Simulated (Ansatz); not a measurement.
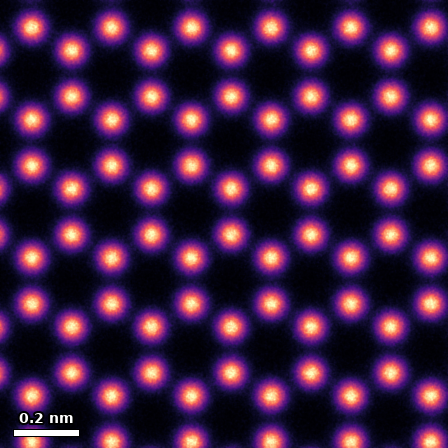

An image along [001] of one of the structures below (computed or model cells, partly hypothetical, each in its standard cell). The image is simulated as a sum over atoms of Z^1.7, blurred by a 0.66 Å probe (no channelling). The probe carries 25 % of its weight in a tail 2.5 times as wide. Shot noise was added.

A. Co
Space group Im-3m (No. 229). a = 2.809 Å, b = 2.809 Å, c = 2.809 Å, α = 90.00°, β = 90.00°, γ = 90.00°
| atom | site | symmetry | x | y | z |
| --- | --- | --- | --- | --- | --- |
| Co | 2a | m-3m | 0.0000 | 0.0000 | 0.0000 |

B. Rh
Space group Im-3m (No. 229). a = 3.070 Å, b = 3.070 Å, c = 3.070 Å, α = 90.00°, β = 90.00°, γ = 90.00°
```csv
atom,site,symmetry,x,y,z
Rh,2a,m-3m,0.0000,0.0000,0.0000
```

C. Co
Space group P6_3/mmc (No. 194). a = 2.493 Å, b = 2.493 Å, c = 4.047 Å, α = 90.00°, β = 90.00°, γ = 120.00°
```json
{"atom": "Co", "site": "2d", "symmetry": "-6m2", "x": "0.3333", "y": "0.6667", "z": "0.7500"}
```

D. Co
Space group Fm-3m (No. 225). a = 3.551 Å, b = 3.551 Å, c = 3.551 Å, α = 90.00°, β = 90.00°, γ = 90.00°
```
atom  site  symmetry       x       y       z
  Co    4a      m-3m  0.0000  0.0000  0.0000
```

Which structure was imaged?

Answer. C, Co. Along [001] the projected cells are A 1.99 × 1.99 Å, 90°; B 2.17 × 2.17 Å, 90°; C 2.49 × 2.49 Å, 120°; D 1.78 × 1.78 Å, 90°. The image repeats as C does.

Structure C: the end point of a relaxation at fixed volume with Ansatz, DFT r2SCAN, scalar-relativistic, plane waves, PAW.
